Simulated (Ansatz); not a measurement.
**Run report: Ga$_{2}$O$_{3}$, geometry relaxation (part 2 of 2)**

Ga$_{2}$O$_{3}$ (C2/m, 10 atoms in the cell); DFT LDA, scalar-relativistic, plane waves, PAW, no spin polarisation (Ansatz 0.2.0); cutoff 420 eV, 10×10×6 k-mesh, Gaussian smearing of 0.02 eV. The structure derives from a Materials Project entry.

Geometry of the input (Å; fractional positions):
```
6.1402  -1.5238  0.0000
6.1402  1.5238  0.0000
-1.3841  0.0000  5.6503
Ga 0.3412  0.3412  0.6853
Ga 0.6588  0.6588  0.3147
Ga 0.9095  0.9095  0.2052
Ga 0.0905  0.0905  0.7948
O  0.5035  0.5035  0.7433
O  0.4965  0.4965  0.2567
O  0.8266  0.8266  0.4368
O  0.1734  0.1734  0.5632
O  0.1645  0.1645  0.1092
O  0.8355  0.8355  0.8908
```

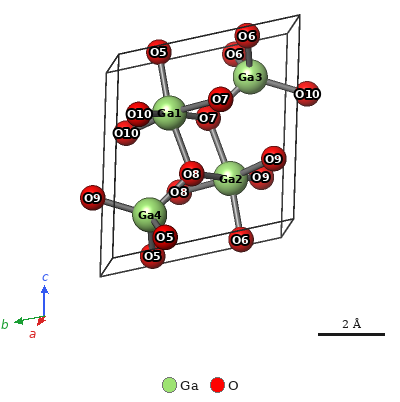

The geometry at step 3 of the log (ball-and-stick view of the reduced cell, seen at an oblique angle; bonded neighbours outside the cell are drawn too; atoms are numbered from 1 in the order of the input).

What the program printed, continued
```
SCF iter   1: F=—  HF=-18163.903729 eV  |F-HF|=—  |Δ(HF+E_count)|=         —  Δρ=3.30e-4  dr2=1.65e-5  ethr=3.14e-8  ⟨swp⟩=3.3  Hψ=61631  notcnv=0
preconditioner: auto → Resta (q_TF=auto, 2.660 Å⁻¹)  ε∞=4.7  [insulator: Δε(μ)=2.486 eV  Ē_g=17.807 eV  σ=0.020 eV  W_gap=1.00  n_scr=34 (ndim 8)  ℏωp=34.4 eV  f_vac=0.007  D(μ)=0.00/eV (n_scr^D=0)  ε∞_Penn≈4.7]
SCF iter   2: F=—  HF=-18163.903727 eV  |F-HF|=—  |Δ(HF+E_count)|=   1.93e-6  Δρ=1.61e-4  dr2=5.00e-6  ethr=1.87e-8  ⟨swp⟩=2.3  Hψ=16385  notcnv=0
SCF iter   3: F=—  HF=-18163.903728 eV  |F-HF|=—  |Δ(HF+E_count)|=   3.85e-7  Δρ=5.45e-5  dr2=4.02e-7  ethr=5.68e-9  ⟨swp⟩=2.0  Hψ=15811  notcnv=0
SCF iter   4: F=—  HF=-18163.903728 eV  |F-HF|=—  |Δ(HF+E_count)|=   6.49e-8  Δρ=5.78e-6  dr2=1.89e-8  ethr=4.57e-10  ⟨swp⟩=2.0  Hψ=16315  notcnv=0
SCF iter   5: F=—  HF=-18163.903728 eV  |F-HF|=—  |Δ(HF+E_count)|=   1.39e-8  Δρ=1.28e-6  dr2=1.10e-9  ethr=2.14e-11  ⟨swp⟩=2.0  Hψ=16370  notcnv=0
SCF iter   6: F=—  HF=-18163.903728 eV  |F-HF|=—  |Δ(HF+E_count)|=   1.67e-9  Δρ=4.25e-7  dr2=6.62e-11  ethr=1.00e-12  ⟨swp⟩=6.1  Hψ=47924  notcnv=0
SCF iter   7: F=-18163.903728 eV  HF=-18163.903728 eV  |F-HF|=7.64e-11  |Δ(HF+E_count)|=  4.37e-11  Δρ=2.24e-7  dr2=3.69e-11  ethr=1.00e-12  ⟨swp⟩=6.0  Hψ=43592  notcnv=0
SCF 6 converged in 7 iterations: F = -18163.903728 eV  dr2 = 3.69e-11
relax step   6: F+E_penalty+E_count = -18163.90372751 eV  Δ(F+E_penalty+E_count) = +1.829e-2 eV  max|allowed force component| = 4.125e-3 eV/Å  Δτ_max = 0.0000 Å  P = -0.287 GPa  Ω = 102.375 Å³  stress off target by 2.99e-1 GPa  SCF on the basis re-selected at this cell (its energy is not comparable with the rows above)  (7 SCF iters)
basis re-selected at this cell: Δ(F+E_penalty+E_count) = +1.829e-2 eV, ΔP = -0.287 GPa vs the last step (what re-selecting the basis moved, of the pressure what is left beyond the Pulay correction that the steps carried, after the strain that the cell walked since its last selection, with what the two solves' SCF thresholds leave and, on support functions, any second-order correction that the steps lacked; it is no measure of the basis error at this ecutwfc). This SCF's stress stands 2.99e-1 GPa from its target on what of the cell is left free (relax.cell.stress_tol is 5.00e-2 GPa) and its largest allowed force component is 4.12e-3 eV/Å (relax.f_tol is 5.00e-3 eV/Å): not within both, so this SCF does not close the relaxation
Crystal: 10 atoms, lattice volume = 102.222 Å³
Basis set: ecut = 420 eV, 1991 PW (Γ), FFT grids on a1−a2, a2, a3
iter 1 solved again at ethr=8.48e-8 eV; its pass at ethr=3.10e-3 eV (dr2=7.46e-5 eV) is discarded
SCF iter   1: F=—  HF=-18163.904876 eV  |F-HF|=—  |Δ(HF+E_count)|=         —  Δρ=3.88e-4  dr2=7.20e-5  ethr=8.48e-8  ⟨swp⟩=2.0  Hψ=35095  notcnv=0
preconditioner: auto → Resta (q_TF=auto, 2.661 Å⁻¹)  ε∞=4.7  [insulator: Δε(μ)=2.499 eV  Ē_g=17.820 eV  σ=0.020 eV  W_gap=1.00  n_scr=34 (ndim 8)  ℏωp=34.5 eV  f_vac=0.006  D(μ)=0.00/eV (n_scr^D=0)  ε∞_Penn≈4.7]
SCF iter   2: F=—  HF=-18163.904856 eV  |F-HF|=—  |Δ(HF+E_count)|=   2.02e-5  Δρ=1.67e-4  dr2=1.10e-5  ethr=8.18e-8  ⟨swp⟩=3.0  Hψ=19075  notcnv=0
SCF iter   3: F=—  HF=-18163.904853 eV  |F-HF|=—  |Δ(HF+E_count)|=   2.33e-6  Δρ=5.58e-5  dr2=1.91e-6  ethr=1.25e-8  ⟨swp⟩=2.1  Hψ=16135  notcnv=0
SCF iter   4: F=-18163.904853 eV  HF=-18163.904853 eV  |F-HF|=8.98e-8  |Δ(HF+E_count)|=   1.99e-7  Δρ=1.50e-5  dr2=1.97e-7  ethr=2.54e-10  ⟨swp⟩=7.5  Hψ=65421  notcnv=0
SCF 7 converged in 4 iterations: F = -18163.904853 eV  dr2 = 1.97e-7
relax step   7: F+E_penalty+E_count = -18163.90485309 eV  Δ(F+E_penalty+E_count) = -1.126e-3 eV  max|allowed force component| = 1.062e-3 eV/Å  Δτ_max = 0.0023 Å  P = -0.007 GPa  Ω = 102.222 Å³  energy of the carried Pulay correction = +9.838e-4 eV  (4 SCF iters, dr2 threshold 2.23e-7 eV, accepted)
iter 1 solved again at ethr=2.83e-8 eV; its pass at ethr=3.10e-3 eV (dr2=2.49e-5 eV) is discarded
SCF iter   1: F=—  HF=-18163.903847 eV  |F-HF|=—  |Δ(HF+E_count)|=         —  Δρ=2.26e-5  dr2=2.25e-7  ethr=2.83e-8  ⟨swp⟩=3.4  Hψ=61711  notcnv=0
preconditioner: auto → Resta (q_TF=auto, 2.661 Å⁻¹)  ε∞=4.7  [insulator: Δε(μ)=2.498 eV  Ē_g=17.818 eV  σ=0.020 eV  W_gap=1.00  n_scr=34 (ndim 8)  ℏωp=34.5 eV  f_vac=0.007  D(μ)=0.00/eV (n_scr^D=0)  ε∞_Penn≈4.7]
SCF iter   2: F=—  HF=-18163.903847 eV  |F-HF|=—  |Δ(HF+E_count)|=   3.63e-7  Δρ=1.15e-5  dr2=6.85e-8  ethr=2.56e-10  ⟨swp⟩=2.0  Hψ=12448  notcnv=0
SCF iter   3: F=—  HF=-18163.903847 eV  |F-HF|=—  |Δ(HF+E_count)|=   4.13e-9  Δρ=5.57e-6  dr2=2.28e-8  ethr=7.78e-11  ⟨swp⟩=2.1  Hψ=12383  notcnv=0
SCF iter   4: F=—  HF=-18163.903847 eV  |F-HF|=—  |Δ(HF+E_count)|=   3.62e-9  Δρ=1.06e-6  dr2=7.21e-10  ethr=2.59e-11  ⟨swp⟩=2.0  Hψ=11967  notcnv=0
SCF iter   5: F=—  HF=-18163.903847 eV  |F-HF|=—  |Δ(HF+E_count)|=  1.60e-10  Δρ=5.21e-7  dr2=2.19e-10  ethr=1.00e-12  ⟨swp⟩=2.0  Hψ=15757  notcnv=0
SCF iter   6: F=-18163.903847 eV  HF=-18163.903847 eV  |F-HF|=3.64e-12  |Δ(HF+E_count)|=  5.82e-11  Δρ=1.10e-7  dr2=9.51e-12  ethr=1.00e-12  ⟨swp⟩=6.1  Hψ=41639  notcnv=0
SCF 8 converged in 6 iterations: F = -18163.903847 eV  dr2 = 9.51e-12
relax step   8: F+E_penalty+E_count = -18163.90384676 eV  Δ(F+E_penalty+E_count) = +1.006e-3 eV  max|allowed force component| = 7.297e-4 eV/Å  Δτ_max = 0.0000 Å  P = -0.014 GPa  Ω = 102.222 Å³  stress off target by 2.23e-2 GPa  SCF on the basis re-selected at this cell (its energy is not comparable with the rows above)  (6 SCF iters)
basis re-selected at this cell: Δ(F+E_penalty+E_count) = +1.006e-3 eV, ΔP = -0.008 GPa vs the last step (what re-selecting the basis moved, of the pressure what is left beyond the Pulay correction that the steps carried, after the strain that the cell walked since its last selection, with what the two solves' SCF thresholds leave and, on support functions, any second-order correction that the steps lacked; it is no measure of the basis error at this ecutwfc). This SCF's stress stands 2.23e-2 GPa from its target on what of the cell is left free (relax.cell.stress_tol is 5.00e-2 GPa) and its largest allowed force component is 7.30e-4 eV/Å (relax.f_tol is 5.00e-3 eV/Å): within both
SCF converged after 6 iterations
Free energy (F): -18163.903847 eV
Harris-Foulkes:  -18163.903847 eV  (|F-HF|=3.64e-12)
Internal energy: -18163.903847 eV  (E = F + TS)
E sigma→0 (E₀):  -18163.903847 eV
Fermi energy:    9.398155 eV
--- Per-component energies (eV) ---
  E_band       = -100.598217
  E_kinetic    = 1518.108105
  E_local      = -9010.018979  (includes V_loc(G=0)·N_el)
  E_nonlocal   = 2040.472465
  E_hartree    = 4039.578439
  E_xc         = -705.098328
  E_vxc        = -788.625681  (∫ρ·V_xc dr)
  E_paw        = -8572.141097  (= ΣΔE_a)
  E_vpaw       = -1939.705409  (= ΣTr[D̂ρ^β])
  E_aug_tail   = 0.014608  (compensation charges beyond the density's cutoff)
  E_ewald      = -7482.314507
  E_core_change = 7.495449  (= ΣΔE_core)
  E_smearing   = -0.000000  (= −TS)
  E_closure    = 0.000000  (closes the sum)
  Σ components = -18163.903847   (vs F -18163.903847, Δ=0.00e0)
--- Forces (eV/Å), atoms counted from 1 ---
  atom   1  Ga    -0.00033149     0.00000000     0.00067123
  atom   2  Ga     0.00033149     0.00000000    -0.00067123
  atom   3  Ga     0.00072972     0.00000000    -0.00062085
  atom   4  Ga    -0.00072972     0.00000000     0.00062085
  atom   5  O     -0.00005571     0.00000000     0.00026617
  atom   6  O      0.00005571     0.00000000    -0.00026617
  atom   7  O     -0.00023159     0.00000000     0.00050560
  atom   8  O      0.00023159     0.00000000    -0.00050560
  atom   9  O     -0.00029563     0.00000000     0.00029325
  atom  10  O      0.00029563     0.00000000    -0.00029325
  max |Σ_I F_I| component: 5.42e-20 eV/Å
--- Stress (GPa, compression-positive) ---
       -0.016329       0.000000      -0.007063
        0.000000      -0.012982       0.000000
       -0.007063       0.000000      -0.013887
  P = ⅓ Tr σ = -0.0144 GPa (-0.144 kbar)
--- Band table (eV; the first three rows and the last of 172) ---
  k-point 0: bands = ["-10.7638", "-9.4831", "-9.4697", "-9.3677", "-8.8382", "-8.8381", "-4.8927", "-4.8547", "-4.8487", "-4.8032", "-4.6589", "-4.6441", "-4.6433", "-4.6284", "-4.5747", "-4.4377", "-4.4261", "-4.4248", "-4.3782", "-4.3599", "-4.3387", "-4.3381", "-4.2766", "-4.1807", "-4.0076", "-3.9706", "0.9218", "2.0299", "3.2953", "3.8064", "4.4808", "5.3975", "5.4517", "5.8511", "6.0956", "6.2127", "6.4306", "6.5100", "7.1632", "7.4525", "7.4578", "7.6374", "7.8497", "8.1308", "10.6471", "13.8358", "14.7953", "14.9566", "15.8677", "16.8830", "17.5373", "17.5380", "19.2856", "20.4295"]
  k-point 1: bands = ["-10.7100", "-9.6041", "-9.4691", "-9.3122", "-8.8976", "-8.7902", "-4.8838", "-4.8558", "-4.8495", "-4.8018", "-4.7206", "-4.6581", "-4.6346", "-4.6157", "-4.5625", "-4.4500", "-4.4380", "-4.4235", "-4.4046", "-4.3454", "-4.3375", "-4.3302", "-4.2756", "-4.1584", "-4.0999", "-3.8276", "1.0503", "2.1628", "3.1351", "3.8508", "4.5365", "5.3722", "5.5922", "5.8173", "6.0362", "6.1420", "6.3254", "6.4957", "7.0154", "7.4651", "7.4710", "7.5307", "7.7857", "7.9055", "11.1204", "13.9735", "14.7819", "14.9766", "15.7269", "16.9042", "17.2171", "17.8669", "19.5355", "20.6015"]
  k-point 2: bands = ["-10.5707", "-9.8207", "-9.4808", "-9.2366", "-8.9408", "-8.7786", "-4.8626", "-4.8573", "-4.8514", "-4.7948", "-4.7919", "-4.7139", "-4.6112", "-4.5831", "-4.5607", "-4.4786", "-4.4690", "-4.4262", "-4.4101", "-4.3610", "-4.3353", "-4.3005", "-4.2740", "-4.1646", "-4.1138", "-3.6873", "1.4242", "2.3993", "2.8192", "3.8156", "4.7578", "5.4304", "5.4678", "5.8153", "6.0013", "6.0896", "6.1876", "6.5246", "6.7378", "6.9586", "7.4812", "7.5249", "7.6179", "7.8569", "12.0631", "13.8632", "14.7676", "15.1405", "15.7662", "16.2885", "17.6652", "18.0017", "19.8743", "20.1296"]
  k-point 171: bands = ["-10.3265", "-9.8548", "-9.6649", "-9.3395", "-9.0045", "-8.7211", "-4.8691", "-4.8632", "-4.8610", "-4.8411", "-4.7950", "-4.7934", "-4.6462", "-4.5862", "-4.5845", "-4.5566", "-4.4977", "-4.4906", "-4.4060", "-4.4033", "-4.3324", "-4.3217", "-4.2713", "-4.2385", "-3.6639", "-3.4513", "2.2634", "2.5772", "2.8033", "3.3643", "4.3675", "4.8570", "5.0675", "5.3500", "5.6554", "5.8829", "6.2741", "6.8513", "7.2499", "7.4171", "7.4737", "7.5331", "7.5371", "8.1333", "13.4196", "13.4943", "14.4650", "14.7450", "15.0463", "15.6164", "17.8317", "18.3170", "19.8337", "20.1959"]
--- Relaxed structure (6 steps of the walk, 6 accepted, 2 SCFs on fresh bases) ---
  F+E_penalty+E_count = -18163.90384676 eV   max|allowed force component| = 7.297e-4 eV/Å   (the final SCF, on the basis selected at the relaxed cell)
  cell:  # Å, volume = 102.2216 Å³
    - [6.067544582333343, -1.5078877452813035, 0.0008036731491603366]
    - [6.067544582333343, 1.5078877452813035, 0.0008036731491603481]
    - [-1.3670050920883077, 2.1364799908608476e-17, 5.5862031900618305]
  atoms:
    - { symbol: Ga, position: [0.3411147096418392, 0.3411147096418392, 0.6856898532811787] }
    - { symbol: Ga, position: [0.6588852903581606, 0.6588852903581606, 0.31431014671882135] }
    - { symbol: Ga, position: [0.9093038517951462, 0.9093038517951462, 0.20493956953873163] }
    - { symbol: Ga, position: [0.09069614820485365, 0.09069614820485365, 0.7950604304612683] }
    - { symbol: O, position: [0.503572471054894, 0.503572471054894, 0.7442034341675029] }
    - { symbol: O, position: [0.4964275289451058, 0.4964275289451058, 0.25579656583249694] }
    - { symbol: O, position: [0.826918381386887, 0.826918381386887, 0.43779766771856754] }
    - { symbol: O, position: [0.1730816186131131, 0.1730816186131131, 0.5622023322814326] }
    - { symbol: O, position: [0.16569391645766274, 0.16569391645766274, 0.10934587652888796] }
    - { symbol: O, position: [0.834306083542337, 0.834306083542337, 0.8906541234711122] }
```

Trajectory as extended XYZ (Å, eV, eV/Å), 8 frames, from step=1 to step=8
```
10
Lattice="6.1402 -1.5238 0.0000 6.1402 1.5238 0.0000 -1.3841 0.0000 5.6503" Properties=species:S:1:pos:R:3:forces:R:3 step=1 energy=-18163.83153 pressure_GPa=-6.55
Ga    3.2411    0.0000    3.8720    0.0207   0.0000   0.0878
Ga    7.6552    0.0000    1.7783   -0.0207   0.0000  -0.0878
Ga   10.8854    0.0000    1.1595    0.1041   0.0000  -0.0202
Ga    0.0110    0.0000    4.4908   -0.1041   0.0000   0.0202
O     5.1547    0.0000    4.2001    0.1217   0.0000   0.0455
O     5.7416    0.0000    1.4502   -0.1217   0.0000  -0.0455
O     9.5468    0.0000    2.4679   -0.0431   0.0000  -0.0098
O     1.3495    0.0000    3.1824    0.0431   0.0000   0.0098
O     1.8691    0.0000    0.6168   -0.1238   0.0000   0.0369
O     9.0272    0.0000    5.0336    0.1238   0.0000  -0.0369
10
Lattice="6.0953 -1.5160 0.0051 6.0953 1.5160 0.0051 -1.3693 0.0000 5.6038" Properties=species:S:1:pos:R:3:forces:R:3 step=2 energy=-18163.90346 pressure_GPa=-2.63
Ga    3.2179    0.0000    3.8468    0.0038   0.0000   0.0129
Ga    7.6034    0.0000    1.7673   -0.0038   0.0000  -0.0129
Ga   10.8073    0.0000    1.1585    0.0171   0.0000   0.0047
Ga    0.0140    0.0000    4.4556   -0.0171   0.0000  -0.0047
O     5.1195    0.0000    4.1723    0.0434   0.0000   0.0423
O     5.7018    0.0000    1.4417   -0.0434   0.0000  -0.0423
O     9.4788    0.0000    2.4613    0.0269   0.0000  -0.0279
O     1.3425    0.0000    3.1527   -0.0269   0.0000   0.0279
O     1.8709    0.0000    0.6138   -0.0910   0.0000  -0.0193
O     8.9505    0.0000    5.0003    0.0910   0.0000   0.0193
10
Lattice="6.0696 -1.5078 0.0016 6.0696 1.5078 0.0016 -1.3667 0.0000 5.5882" Properties=species:S:1:pos:R:3:forces:R:3 step=3 energy=-18163.92243 pressure_GPa=0.11
Ga    3.2015    0.0000    3.8334    0.0060   0.0000  -0.0005
Ga    7.5709    0.0000    1.7580   -0.0060   0.0000   0.0005
Ga   10.7604    0.0000    1.1479   -0.0172   0.0000   0.0044
Ga    0.0121    0.0000    4.4435    0.0172   0.0000  -0.0044
O     5.0938    0.0000    4.1605    0.0003   0.0000   0.0010
O     5.6786    0.0000    1.4309   -0.0003   0.0000  -0.0010
O     9.4404    0.0000    2.4486   -0.0013   0.0000   0.0057
O     1.3321    0.0000    3.1428    0.0013   0.0000  -0.0057
O     1.8636    0.0000    0.6106   -0.0138   0.0000   0.0030
O     8.9088    0.0000    4.9808    0.0138   0.0000  -0.0030
10
Lattice="6.0713 -1.5086 0.0019 6.0713 1.5086 0.0019 -1.3669 0.0000 5.5876" Properties=species:S:1:pos:R:3:forces:R:3 step=4 energy=-18163.92209 pressure_GPa=0.00
Ga    3.2040    0.0000    3.8329    0.0050   0.0000  -0.0002
Ga    7.5718    0.0000    1.7585   -0.0050   0.0000   0.0002
Ga   10.7626    0.0000    1.1489   -0.0037   0.0000   0.0028
Ga    0.0132    0.0000    4.4425    0.0037   0.0000  -0.0028
O     5.0970    0.0000    4.1595   -0.0001   0.0000   0.0023
O     5.6788    0.0000    1.4319    0.0001   0.0000  -0.0023
O     9.4421    0.0000    2.4488    0.0053   0.0000  -0.0019
O     1.3337    0.0000    3.1425   -0.0053   0.0000   0.0019
O     1.8615    0.0000    0.6111   -0.0053   0.0000  -0.0007
O     8.9143    0.0000    4.9803    0.0053   0.0000   0.0007
10
Lattice="6.0717 -1.5085 0.0014 6.0717 1.5085 0.0014 -1.3674 0.0000 5.5882" Properties=species:S:1:pos:R:3:forces:R:3 step=5 energy=-18163.92202 pressure_GPa=0.00
Ga    3.2052    0.0000    3.8324   -0.0043   0.0000  -0.0008
Ga    7.5709    0.0000    1.7584    0.0043   0.0000   0.0008
Ga   10.7627    0.0000    1.1480   -0.0028   0.0000  -0.0010
Ga    0.0133    0.0000    4.4429    0.0028   0.0000   0.0010
O     5.0976    0.0000    4.1594    0.0007   0.0000   0.0001
O     5.6784    0.0000    1.4314   -0.0007   0.0000  -0.0001
O     9.4426    0.0000    2.4480   -0.0002   0.0000  -0.0004
O     1.3335    0.0000    3.1429    0.0002   0.0000   0.0004
O     1.8603    0.0000    0.6115   -0.0009   0.0000  -0.0008
O     8.9158    0.0000    4.9794    0.0009   0.0000   0.0008
10
Lattice="6.0717 -1.5085 0.0014 6.0717 1.5085 0.0014 -1.3674 0.0000 5.5882" Properties=species:S:1:pos:R:3:forces:R:3 step=6 energy=-18163.90373 pressure_GPa=-0.29
Ga    3.2052    0.0000    3.8324   -0.0041   0.0000   0.0003
Ga    7.5709    0.0000    1.7584    0.0041   0.0000  -0.0003
Ga   10.7627    0.0000    1.1480   -0.0029   0.0000  -0.0008
Ga    0.0133    0.0000    4.4429    0.0029   0.0000   0.0008
O     5.0976    0.0000    4.1594    0.0010   0.0000   0.0004
O     5.6784    0.0000    1.4314   -0.0010   0.0000  -0.0004
O     9.4426    0.0000    2.4480    0.0011   0.0000  -0.0015
O     1.3335    0.0000    3.1429   -0.0011   0.0000   0.0015
O     1.8603    0.0000    0.6115   -0.0013   0.0000  -0.0010
O     8.9158    0.0000    4.9794    0.0013   0.0000   0.0010
10
Lattice="6.0675 -1.5079 0.0008 6.0675 1.5079 0.0008 -1.3670 0.0000 5.5862" Properties=species:S:1:pos:R:3:forces:R:3 step=7 energy=-18163.90485 pressure_GPa=-0.01
Ga    3.2021    0.0000    3.8310   -0.0001   0.0000   0.0005
Ga    7.5660    0.0000    1.7569    0.0001   0.0000  -0.0005
Ga   10.7543    0.0000    1.1463    0.0011   0.0000  -0.0006
Ga    0.0138    0.0000    4.4415   -0.0011   0.0000   0.0006
O     5.0936    0.0000    4.1581   -0.0001   0.0000   0.0003
O     5.6745    0.0000    1.4297    0.0001   0.0000  -0.0003
O     9.4363    0.0000    2.4470   -0.0003   0.0000   0.0006
O     1.3318    0.0000    3.1409    0.0003   0.0000  -0.0006
O     1.8612    0.0000    0.6111   -0.0003   0.0000   0.0003
O     8.9069    0.0000    4.9767    0.0003   0.0000  -0.0003
10
Lattice="6.0675 -1.5079 0.0008 6.0675 1.5079 0.0008 -1.3670 0.0000 5.5862" Properties=species:S:1:pos:R:3:forces:R:3 step=8 energy=-18163.90385 pressure_GPa=-0.01
Ga    3.2021    0.0000    3.8310   -0.0003   0.0000   0.0007
Ga    7.5660    0.0000    1.7569    0.0003   0.0000  -0.0007
Ga   10.7543    0.0000    1.1463    0.0007   0.0000  -0.0006
Ga    0.0138    0.0000    4.4415   -0.0007   0.0000   0.0006
O     5.0936    0.0000    4.1581   -0.0001   0.0000   0.0003
O     5.6745    0.0000    1.4297    0.0001   0.0000  -0.0003
O     9.4363    0.0000    2.4470   -0.0002   0.0000   0.0005
O     1.3318    0.0000    3.1409    0.0002   0.0000  -0.0005
O     1.8612    0.0000    0.6111   -0.0003   0.0000   0.0003
O     8.9069    0.0000    4.9767    0.0003   0.0000  -0.0003
```

Results in brief

| quantity | value |
| --- | --- |
| outcome | converged |
| space group (tolerance 0.01 Å) | C2/m (12) |
| electrons treated | 88 |
| free energy | −18163.9038 eV |
| Fermi energy | 9.398 eV |
| gap on the k-point mesh | 2.50 eV |
| pressure | −0.01 GPa |
| final volume | 102.22 Å³ |
| largest force (length of the vector) at the end | 0.001 eV/Å |
| final cell | a = 6.252 Å, b = 6.252 Å, c = 5.751 Å, α = 103.33°, β = 103.33°, γ = 27.91° |
| hardware | 4 threads of AMD EPYC (Zen 3), 189 GiB of memory available, shared host |
| wall time | 4.8 min (CPU time 16 min) |
| peak memory | 1 GiB |
